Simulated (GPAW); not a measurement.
# BN (P6_3/mmc): the N K absorption edge, part 2 of 2

Aim: the near-edge shape at the N K edge of BN (P6_3/mmc), and what the core hole does to it.

GPAW 26.7.0; X-ray absorption from dipole matrix elements to empty bands, plane-wave PAW LDA.

So far. Step 2 (Ground state of the crystal): The mesh shows a gap of 4.13 eV, so the hole is first treated in a charged cell, without the excited electron. Step 3 (Spectrum without a core hole, N atom 1): Main maxima below 24 eV (height): 3.2 eV (0.86), 8.6 eV (1.54) and 16.5 eV (1.89). A K edge sees empty p states; at this planar three-fold site the curve for the electric vector normal to the plane peaks at 3.2 eV, where it is mainly π* that absorbs: that direction carries over 70 % of the weight there.

The database entry behind the starting cell differs from later determinations by our own check (about 0.3 % short, minor phase), so it need not match the best structure at ambient conditions.

## Step 5: Spectrum with FCH, N atom 1

The holes are 5.0 Å apart. In GPAW the data set carries the hole's charge, so charge=0 means a charged cell and charge=-1 a neutral one. The excited electron is left out and a uniform background balances the charge. After the field has converged, empty bands are computed with the density fixed and the dipole matrix elements are summed.

xas.py reads:

```python
import numpy as np
from ase import Atoms
from ase.parallel import parprint, paropen
from gpaw import GPAW, PW, FermiDirac, Mixer, MixerDif, setup_paths
from gpaw.test import gen
setup_paths.insert(0, '.')
gen('N', name='fch1s', xcname='LDA', corehole=(1, 0, 1), write_xml=True)

atoms = Atoms('N8B8',
    cell=[[4.99648, 0, 0],
     [-2.49824, 4.32707861, 0],
     [0, 0, 6.6357]],
    scaled_positions=[[0.33333333, 0.16666667, 0.25],
     [0.33333333, 0.66666667, 0.25],
     [0.83333333, 0.16666667, 0.25],
     [0.83333333, 0.66666667, 0.25],
     [0.16666667, 0.33333333, 0.75],
     [0.16666667, 0.83333333, 0.75],
     [0.66666667, 0.33333333, 0.75],
     [0.66666667, 0.83333333, 0.75],
     [0.33333333, 0.16666667, 0.75],
     [0.33333333, 0.66666667, 0.75],
     [0.83333333, 0.16666667, 0.75],
     [0.83333333, 0.66666667, 0.75],
     [0.16666667, 0.33333333, 0.25],
     [0.16666667, 0.83333333, 0.25],
     [0.66666667, 0.33333333, 0.25],
     [0.66666667, 0.83333333, 0.25]],
    pbc=True)
atoms.calc = calc = GPAW(legacy_gpaw=True, mode=PW(500), xc='LDA', setups={0: 'fch1s'},
    kpts={'size': (4, 4, 3), 'gamma': True}, occupations=FermiDirac(0.02),
    charge=0, mixer=Mixer(0.1, 5, 50), maxiter=150,
    convergence={'density': 0.0001}, txt='scf.txt')
energy = atoms.get_potential_energy() + calc.get_reference_energy()
ef = calc.get_fermi_level()
out = dict(energy=energy, fermi=ef, forces=atoms.get_forces().tolist())
parprint(f'all-electron energy {energy:.4f} eV, Fermi level {ef:.4f} eV')
ev = np.array([[calc.get_eigenvalues(k, s) for k in range(len(calc.get_ibz_k_points()))] for s in range(calc.get_number_of_spins())])
out['homo'], out['lumo'], out['counts'] = ev[ev < ef].max(), ev[ev > ef].min(), sorted(set((ev < ef).sum((0, 2)).tolist()))
out['filled'] = (ev[:, 0] < ef).sum(1).tolist()

from gpaw.xas import XAS
nb = int(calc.get_number_of_electrons() / 2) + 88
top, nb = nb, nb + 8 + nb // 12
nscf = calc.fixed_density(kpts={'size': (5, 5, 4), 'gamma': True}, nbands=nb,
    convergence={'bands': top, 'eigenstates': 1e-5}, maxiter=60, txt='nscf.txt')
cell = atoms.cell.array
ops = [cell.T @ U.T @ np.linalg.inv(cell.T) for U in nscf.wfs.kd.symmetry.op_scc]
filled = [32]  # bands filled in the ground state, by spin
E = np.arange(-6, 34, 0.1)
fwhm = np.interp(E, [4, 25], [0.9, 3.5])
Y, X, zero, highest = 0, 0, 1e9, 1e9
for spin in range(nscf.get_number_of_spins()):
    xas = XAS(nscf, mode='all', center=0, spin=spin)
    eps = xas.eps_kn
    d = xas.sigma_cmkn  # core-to-band dipole matrix elements, k weights included
    T = np.einsum('amkn,bmkn->abkn', d, d.conj()).real
    T = sum(np.einsum('ai,ijkn,bj->abkn', R, T, R) for R in ops) / len(ops)
    empty = np.ones_like(eps, bool) & (np.arange(nb) >= filled[spin])
    zero, highest = min(zero, eps[empty].min()), min(highest, eps[:, top - 1].min())
    lines = [(eps, T, empty)] if spin == 0 else lines + [(eps, T, empty)]
for eps, T, empty in lines:
    f = np.einsum('aakn->akn', T).reshape(3, -1)
    x = eps.ravel() - zero
    w = np.interp(x, E, fwhm) / 2.35482
    g = np.exp(-0.5 * ((E[:, None] - x) / w) ** 2) / (w * (2 * np.pi) ** 0.5)
    Y = Y + (f * empty.ravel()) @ g.T
    X = X + (f * ~empty.ravel()) @ g.T
out.update(E=E.round(2).tolist(), xas=Y.tolist(), xes=X.tolist(), zero=zero, valid=highest - zero, nk=len(eps), nb=nb)
for i in range(0, len(E), 10):
    parprint(f'{E[i]:7.2f}', *(f'{v:10.3e}' for v in Y[:, i]))
import json
with paropen('out.json', 'w') as f:
    json.dump(out, f)
```

On the command line:

```
$ OMP_NUM_THREADS=1 python xas.py
```

Numbers of over 12 decimals in the logs are rounded to 6 here.

The program printed:

```text
Input parameters:
  convergence: {density: 0.0001}
  kpts: {gamma: True,
         size: (4, 4, 3)}
  maxiter: 150
  mixer: {backend: pulay,
          beta: 0.1,
          method: separate,
          nmaxold: 5,
          weight: 50}
  mode: {ecut: 500.0,
         name: pw}
  occupations: {fixmagmom: False,
                name: fermi-dirac,
                width: 0.02}
  setups: {0: fch1s}

Initialize ...

[... PAW data sets ...]

Reference energy: -16651.169573  # eV

Spin-paired calculation

[... convergence settings ...]
Symmetries present (total): 2
  [... symmetry matrices ...]

48 k-points: 4 x 4 x 3 Monkhorst-Pack grid + [1/8,1/8,0.000000]
17 k-points in the irreducible part of the Brillouin zone
       k-points in crystal coordinates                weights
   0:     0.00000000    0.00000000    0.00000000          1/48
   1:     0.00000000    0.00000000    0.33333333          2/48
   2:     0.25000000   -0.25000000   -0.33333333          4/48
   3:     0.25000000   -0.25000000    0.00000000          4/48
   4:     0.25000000   -0.25000000    0.33333333          4/48
   5:     0.25000000    0.00000000   -0.33333333          2/48
   6:     0.25000000    0.00000000    0.00000000          2/48
   7:     0.25000000    0.00000000    0.33333333          2/48
   8:     0.25000000    0.50000000    0.00000000          2/48
   9:     0.25000000    0.50000000    0.33333333          4/48
          ...
  16:     0.50000000    0.50000000    0.33333333          4/48

Wave functions: Plane wave expansion
  Cutoff energy: 500.000 eV
  Number of coefficients (min, max): 3583, 3666
  Pulay-stress correction: 0.000000 eV/Ang^3 (de/decut=0.000000)
  Using FFTW library
  Wavefunction extrapolation:
    Improved wavefunction reuse through dual PAW basis

Occupation numbers: Fermi-Dirac:
  width: 0.0200  # eV

Eigensolver
   Davidson(niter=2)

Densities:
  Coarse grid: 27*27*35 grid
  Fine grid: 54*54*70 grid
  Total Charge: 1.000000

Density mixing:
  Method: separate
  Backend: pulay
  Linear mixing parameter: 0.1
  old densities: 5
  Width of damping distribution: 1.1
  Damping of long wavelength oscillations: 50

[... Hamiltonian set-up ...]
Number of atoms: 16
Number of atomic orbitals: 64
Number of bands in calculation: 43
Number of valence electrons: 64
Bands to converge: occupied

... initialized

Initializing position-dependent things.

Density initialized from atomic densities
Creating initial wave functions:
  43 bands from LCAO basis set

         N B   N B
           N B   N B

         B N   B N
           B N   B N

Atomic positions and initial magnetic moments

Positions:
   0 N      1.249120    0.721180    1.658925    ( 0.0000,  0.0000,  0.0000)
   1 N     -0.000000    2.884719    1.658925    ( 0.0000,  0.0000,  0.0000)
   2 N      3.747360    0.721180    1.658925    ( 0.0000,  0.0000,  0.0000)
   3 N      2.498240    2.884719    1.658925    ( 0.0000,  0.0000,  0.0000)
   4 N      0.000000    1.442360    4.976775    ( 0.0000,  0.0000,  0.0000)
   5 N     -1.249120    3.605899    4.976775    ( 0.0000,  0.0000,  0.0000)
   6 N      2.498240    1.442360    4.976775    ( 0.0000,  0.0000,  0.0000)
[...]
13 B     -1.249120    3.605899    1.658925    ( 0.0000,  0.0000,  0.0000)
  14 B      2.498240    1.442360    1.658925    ( 0.0000,  0.0000,  0.0000)
  15 B      1.249120    3.605899    1.658925    ( 0.0000,  0.0000,  0.0000)

Unit cell:
           periodic     x           y           z      points  spacing
  1. axis:    yes    4.996480    0.000000    0.000000    27     0.1603
  2. axis:    yes   -2.498240    4.327079    0.000000    27     0.1603
  3. axis:    yes    0.000000    0.000000    6.635700    35     0.1896

  Lengths:   4.996480   4.996480   6.635700
  Angles:   90.000000  90.000000 120.000000

Effective grid spacing dv^(1/3) = 0.1778

iter:   1  -184.075128
iter:   2  -178.938766   -0.83  -0.69
iter:   3  -170.635742   -0.50  -0.76
iter:   4  -170.188639   -2.01  -1.14
iter:   5  -169.778457   -1.80  -1.28
iter:   6  -169.815193   -2.17  -1.88
iter:   7  -169.743284   -2.44  -1.85
iter:   8  -169.736192   -3.78  -2.32
iter:   9  -169.736508c  -3.54  -2.63
iter:  10  -169.734699c  -4.41  -2.68
iter:  11  -169.734673c  -5.22  -3.13
iter:  12  -169.734661c  -6.08  -3.24
iter:  13  -169.734686c  -5.52  -3.31
iter:  14  -169.734629c  -5.63  -3.43
iter:  15  -169.734625c  -7.27  -3.70
iter:  16  -169.734619c  -6.62  -3.74
iter:  17  -169.734618c  -6.85  -3.92
iter:  18  -169.734616c  -6.88  -4.06c
iter:  19  -169.734616c  -8.39c -4.20c

Converged after 19 iterations.

Dipole moment: (-0.270654, -0.071986, -1.159004) |e|*Ang

Energy contributions relative to reference atoms: (reference = -16651.169573)

Kinetic:       +100.094201
Potential:     -118.433856
External:        +0.000000
XC:            -150.753605
Entropy (-ST):   +0.000000
Local:           -0.641356
SIC:             +0.000000
--------------------------
Free energy:   -169.734616
Extrapolated:  -169.734616

Showing only first 2 kpts
 Kpt  Band  Eigenvalues  Occupancy
  0    30      3.96332    2.00000
  0    31      3.96333    2.00000
  0    32      7.34667    0.00000
  0    33      7.34668    0.00000

  1    30      3.89815    2.00000
  1    31      3.89816    2.00000
  1    32      7.32871    0.00000
[...]
Fermi level: 5.42714

Gap: 2.722 eV
Transition (v -> c):
  (s=0, k=12, n=31, [0.50, 0.25, -0.33]) -> (s=0, k=1, n=32, [0.00, 0.00, 0.33])
Direct/indirect transitions are different
Direct gap: 2.819 eV
Transition at: (s=0, k=12, n=31, [0.50, 0.25, -0.33])

Forces in eV/Ang:
  0 N    -0.00000   -0.00000    0.06948
  1 N     0.01028    0.00594    0.01997
  2 N     0.00003   -0.01185    0.01996
  3 N    -0.01025    0.00595    0.01996
  4 N     0.02387   -0.01381   -0.01901
  5 N    -0.00003    0.02758   -0.01901
  6 N    -0.02389   -0.01379   -0.01901
[...]
13 B     0.00001   -2.27427   -0.00012
 14 B     1.96956    1.13712   -0.00012
 15 B    -0.00003   -0.00002    0.00001
Scalar-relativistic atomic LDA calculation for N (Nitrogen, Z=7)
Core hole in 1s state (1s occupation: 1.0)
300 radial gridpoints.
|------------------------------------------------|
|------------------------------------------------|
[... the atom generator's iteration count ...]

Energy contributions:
-------------------------
Kinetic:      +38.530757
XC:            -4.452581
Potential:    -72.816894
-------------------------
Total:        -38.738717

state      eigenvalue         ekin         rmax
-----------------------------------------------
1s^1.0 :   -16.643762    23.347388        0.145
2s^2.0 :    -1.332146     3.154276        0.915
2p^3.0 :    -0.925852     2.958273        0.782
-----------------------------------------------
(units: Bohr and Hartree)

Generating PAW setup
Kinetic energy of the core from tauc = 23.362075
Cutoffs:
rc(s)=1.140
rc(p)=1.000
rc(d)=1.090
rc(vbar)=1.120
rc(comp)=1.090
rc(nct)=1.140

Kinetic energy of the core states: 23.347388
Charge: 1.0
Core electrons: 1.0
Valence electrons: 5.0
Pseudo-core charge: 0.003881
Shape function alpha=8.417
Pseudo-electron charge 4.904142
state    eigenvalue         norm
--------------------------------
2s(2) :    -1.332146     1.098259
*s    :    -0.332146
2p(3) :    -0.925852     0.901248
*p    :     0.074148
*d    :     0.000000
--------------------------------

Diagonalizing with gridspacing h=0.050

state   all-electron     PAW
-------------------------------
2s:      -1.332146    -1.333594
2p:      -0.925852    -0.929974
*d:                   -0.063788
*f:                   -0.013854
-------------------------------
all-electron energy -16820.9042 eV, Fermi level 5.4271 eV
[...]
31.00  3.791e-05  3.790e-05  1.117e-04
  32.00  4.994e-05  4.994e-05  8.421e-05
  33.00  6.445e-05  6.448e-05  5.819e-05
```

Elapsed: 14 min, on 1 thread of Arm Neoverse N1, shared host; peak memory 0.68 GiB.

The N K spectrum, N atom 1, full core hole (charged cell) (energy from the lowest empty level; intensity scaled to a mean of 1 over the first 20 eV; polarised curves are means over the symmetry-equivalent atoms):

| E (eV) | isotropic | ε ⊥ c | ε ∥ c |
| --- | --- | --- | --- |
| -2.0 | 0.00 | 0.00 | 0.00 |
| -0.5 | 0.07 | 0.00 | 0.20 |
| 1.0 | 0.73 | 0.00 | 2.19 |
| 2.5 | 0.50 | 0.11 | 1.27 |
| 4.0 | 0.58 | 0.40 | 0.94 |
| 5.5 | 1.52 | 1.78 | 0.99 |
| 7.0 | 2.12 | 3.04 | 0.30 |
| 8.5 | 1.53 | 2.05 | 0.48 |
| 10.0 | 0.82 | 1.08 | 0.29 |
| 11.5 | 0.83 | 1.16 | 0.17 |
| 13.0 | 1.12 | 1.60 | 0.16 |
| 14.5 | 1.44 | 1.90 | 0.51 |
| 16.0 | 0.83 | 0.87 | 0.73 |
| 17.5 | 0.53 | 0.32 | 0.95 |
| 19.0 | 0.54 | 0.31 | 1.01 |
| 20.5 | 0.48 | 0.45 | 0.56 |
| 22.0 | 0.40 | 0.46 | 0.28 |
| 23.5 | 0.29 | 0.32 | 0.23 |
| 25.0 | 0.29 | 0.27 | 0.35 |
| 26.5 | 0.35 | 0.23 | 0.58 |

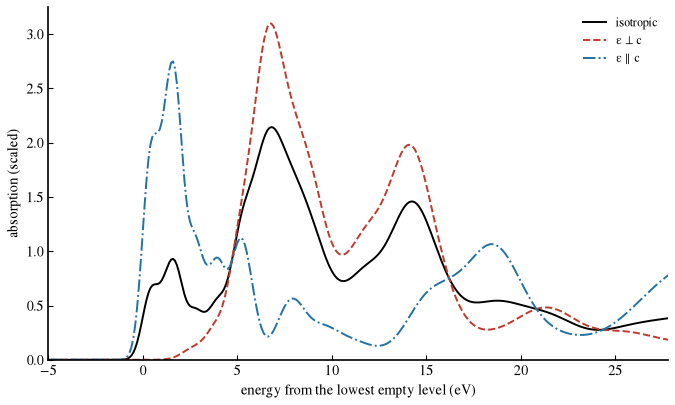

The N K edge, N atom 1, full core hole (charged cell): main maxima at 1.6, 6.8 and 14.2 eV.

Main maxima below 24 eV (height): 1.6 eV (0.93), 6.8 eV (2.14) and 14.2 eV (1.46). A K edge sees empty p states; at this planar three-fold site the curve for the electric vector normal to the plane peaks at 1.6 eV, where it is mainly π* that absorbs: that direction carries over 70 % of the weight there.

The hole costs E(hole) − E(ground) = 396.55 eV, and the lowest empty level of the hole cell on the spectrum's mesh lies at 7.33 eV, which puts the zero at 403.88 eV. One term is added: -7.76 eV, since the hole is spin-paired here and a spin-polarised one costs that much less in the free atom (computed apart). The photon energy is then 396.12 eV. The functional and the charged cell's background leave an error in such absolute values: in the free atom LDA prices this hole 3.5 eV below PBE (computed apart), and PBE is itself good to a few eV.

## Step 6: Excitation energy, N atom 1

With the excited electron kept in the cell the system stays neutral, and the energy difference is an excitation energy by itself. In a small cell that electron takes up a good share of the lowest empty band, or all of one, which shifts the value from the true onset.

Changed against the first core-hole run: core hole to XCH, with the smearing that suits a partly filled band.

scf.py reads:

```python
import numpy as np
from ase import Atoms
from ase.parallel import parprint, paropen
from gpaw import GPAW, PW, FermiDirac, Mixer, MixerDif, setup_paths
from gpaw.test import gen
setup_paths.insert(0, '.')
gen('N', name='fch1s', xcname='LDA', corehole=(1, 0, 1), write_xml=True)

atoms = Atoms('N8B8',
    cell=[[4.99648, 0, 0],
     [-2.49824, 4.32707861, 0],
     [0, 0, 6.6357]],
    scaled_positions=[[0.33333333, 0.16666667, 0.25],
     [0.33333333, 0.66666667, 0.25],
     [0.83333333, 0.16666667, 0.25],
     [0.83333333, 0.66666667, 0.25],
     [0.16666667, 0.33333333, 0.75],
     [0.16666667, 0.83333333, 0.75],
     [0.66666667, 0.33333333, 0.75],
     [0.66666667, 0.83333333, 0.75],
     [0.33333333, 0.16666667, 0.75],
     [0.33333333, 0.66666667, 0.75],
     [0.83333333, 0.16666667, 0.75],
     [0.83333333, 0.66666667, 0.75],
     [0.16666667, 0.33333333, 0.25],
     [0.16666667, 0.83333333, 0.25],
     [0.66666667, 0.33333333, 0.25],
     [0.66666667, 0.83333333, 0.25]],
    pbc=True)
atoms.calc = calc = GPAW(legacy_gpaw=True, mode=PW(500), xc='LDA', setups={0: 'fch1s'},
    kpts={'size': (4, 4, 3), 'gamma': True}, occupations=FermiDirac(0.04),
    charge=-1, mixer=Mixer(0.1, 5, 50), maxiter=150,
    convergence={'density': 0.0001}, txt='scf.txt')
energy = atoms.get_potential_energy() + calc.get_reference_energy()
ef = calc.get_fermi_level()
out = dict(energy=energy, fermi=ef, forces=atoms.get_forces().tolist())
parprint(f'all-electron energy {energy:.4f} eV, Fermi level {ef:.4f} eV')
ev = np.array([[calc.get_eigenvalues(k, s) for k in range(len(calc.get_ibz_k_points()))] for s in range(calc.get_number_of_spins())])
out['homo'], out['lumo'], out['counts'] = ev[ev < ef].max(), ev[ev > ef].min(), sorted(set((ev < ef).sum((0, 2)).tolist()))
out['filled'] = (ev[:, 0] < ef).sum(1).tolist()
import json
with paropen('out.json', 'w') as f:
    json.dump(out, f)
```

On the command line:

```
$ OMP_NUM_THREADS=1 python scf.py
```

The program printed:

```text
Input parameters:
  charge: -1
  convergence: {density: 0.0001}
  kpts: {gamma: True,
         size: (4, 4, 3)}
  maxiter: 150
  mixer: {backend: pulay,
          beta: 0.1,
          method: separate,
          nmaxold: 5,
          weight: 50}
  mode: {ecut: 500.0,
         name: pw}
  occupations: {fixmagmom: False,
                name: fermi-dirac,
                width: 0.04}
  setups: {0: fch1s}

Initialize ...

[...]
--------------------------------
2s(2) :    -1.332146     1.098259
*s    :    -0.332146
2p(3) :    -0.925852     0.901248
*p    :     0.074148
*d    :     0.000000
--------------------------------

Diagonalizing with gridspacing h=0.050

state   all-electron     PAW
-------------------------------
2s:      -1.332146    -1.333594
2p:      -0.925852    -0.929974
*d:                   -0.063788
*f:                   -0.013854
-------------------------------
all-electron energy -16813.1190 eV, Fermi level 8.1889 eV
[key lines of the parts left out:]
Converged after 17 iterations.
Dipole moment: (-0.043918, -0.188250, -0.264200) |e|*Ang
Free energy:   -161.962806
Fermi level: 8.18892
```

It took 2.6 min on 1 thread; peak memory 0.3 GiB.

The total-energy difference is 404.33 eV. With the free-atom term of -7.76 eV for this edge, the photon energy is 396.57 eV.

## Step 7: With and without the hole

Both curves are counted from their own zero, so only the shift of weight within the empty states shows.

| E (eV) | no hole | FCH |
| --- | --- | --- |
| -2.0 | 0.00 | 0.00 |
| -1.0 | 0.00 | 0.00 |
| 0.0 | 0.04 | 0.39 |
| 1.0 | 0.39 | 0.73 |
| 2.0 | 0.57 | 0.74 |
| 3.0 | 0.84 | 0.46 |
| 4.0 | 0.79 | 0.58 |
| 5.0 | 0.76 | 1.17 |
| 6.0 | 0.51 | 1.79 |
| 7.0 | 0.78 | 2.12 |
| 8.0 | 1.33 | 1.74 |
| 9.0 | 1.47 | 1.29 |
| 10.0 | 0.93 | 0.82 |
| 11.0 | 0.74 | 0.75 |
| 12.0 | 0.73 | 0.90 |
| 13.0 | 0.93 | 1.12 |
| 14.0 | 1.17 | 1.44 |
| 15.0 | 1.47 | 1.28 |
| 16.0 | 1.83 | 0.83 |
| 17.0 | 1.82 | 0.56 |
| 18.0 | 1.45 | 0.53 |
| 19.0 | 1.03 | 0.54 |
| 20.0 | 0.70 | 0.51 |
| 21.0 | 0.52 | 0.46 |
| 22.0 | 0.50 | 0.40 |
| 23.0 | 0.53 | 0.32 |
| 24.0 | 0.53 | 0.28 |
| 25.0 | 0.52 | 0.29 |
| 26.0 | 0.51 | 0.33 |
| 27.0 | 0.50 | 0.36 |

With each curve scaled to its own mean, the area from −2 to 6 eV with the hole is 4.9 against 3.6, and the centre of weight from −1 to 20 eV moves by -2.1 eV: the hole pulls the absorber's empty states down.

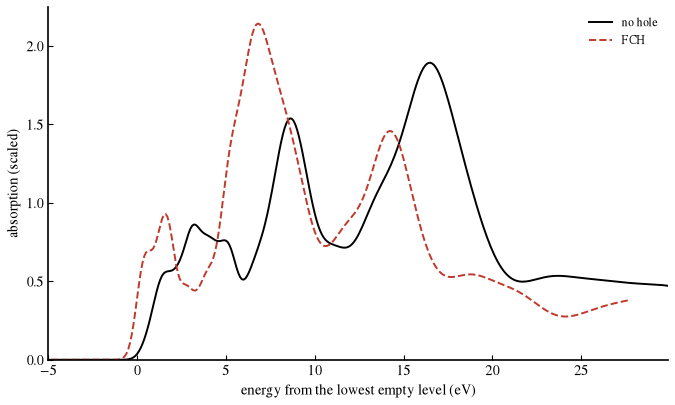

The N K edge with and without the core hole, each from its own zero; the highest intensity below 16 eV lies at 6.8 eV with the hole.

## Step 8: What came out

| Quantity | Value |
| --- | --- |
| absorber and edge | N K, atom 1 of the ground-state input (counted from 1) |
| surroundings | 3 B at 1.44 Å (trigonal planar, site symmetry -6m2) |
| highest intensity below 16 eV | 6.8 eV above the zero, height 2.14 |
| photon energy of the zero, with the added terms | 396.1 eV (raw 403.9 eV; LDA puts this hole about 4 eV below PBE, itself good to a few eV) |

The N K edge of atom 1, with 3 B at 1.44 Å (trigonal planar, site symmetry -6m2), has its highest intensity of the first 16 eV at 6.8 eV above the zero, near 403 eV in photon energy (LDA puts this hole about 4 eV below PBE, itself good to a few eV), 2.1 times the mean level of the first 20 eV (Gaussian full width 0.9 eV up to 4 eV, rising linearly to 3.5 eV at 25 eV). With each curve scaled to its own mean, the area from −2 to 6 eV with the hole is 4.9 against 3.6, and the centre of weight from −1 to 20 eV moves by -2.1 eV: the hole pulls the absorber's empty states down. The neutral-cell energy lies +0.5 eV from the charged-cell zero, a gap made of the charged-cell error and of where the added electron settles. At the N K edge of atom 1 polarisation matters most near 6.7 eV, where the curves differ by 2.9 on this scale. The holes are only 5.0 Å apart, so the shape is probably not converged with cell size; no larger cell was run here. The mesh is coarse (0.29 Å⁻¹ between points), so small maxima may be mesh ripples. The structure is a published determination, not relaxed.

[Banner, clock and machine lines of the logs are left out without a mark of their own.]

[Logs are printed without paths, hosts, clocks, repeated set-up lines and the standing remarks that a program may print on its own settings, such as how far it seeks lower states.]

[Hosts, paths, dates, database ids (printed as entryN), source tags and the programs' standing remarks are cut or masked in the printed files.]

[Lists of maxima count a maximum above −3 eV only where it reaches 4 % of the highest in the window and stands out from its surroundings by 2 % of it (1.5 % where it reaches 55 %); shoulders and weaker maxima are passed over, and of the rest the first, up to two pre-edge ones and the few strongest are named.]
